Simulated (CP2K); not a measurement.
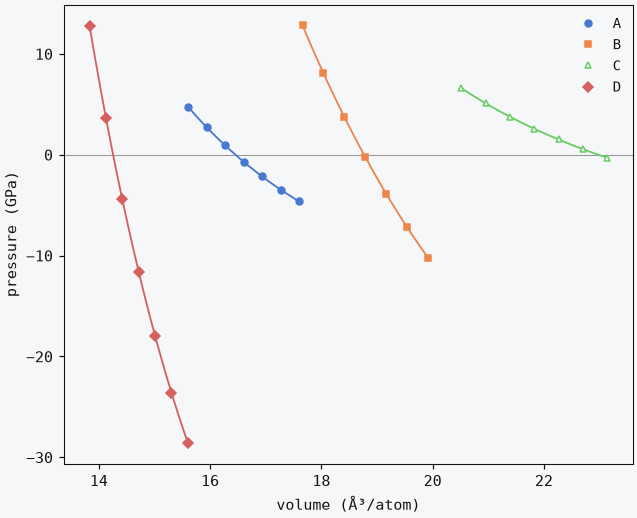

The plot gives the computed pressure against volume, with one curve for each element, for Al, Cd, Os and Ta (all in space group Fm-3m (No. 225)). The labels are replaced by letters.

Method: DFT in Gaussian orbitals with a plane-wave density, no spin polarisation; energies at scaled volumes of the given cell, shape and fractions fixed, counted from the fit's minimum, third-order Birch-Murnaghan fit (CP2K 2026.2). Level: PBE.

| setting | value |
| --- | --- |
| occupations | Fermi–Dirac |
| smearing width | 0.05 eV |
| potentials | GTH PBE with UZH TZVP basis |
| density cutoff | 6123 eV |

Question: Which letter stands for which compound?

Answer: A: Al; B: Ta; C: Cd; D: Os.
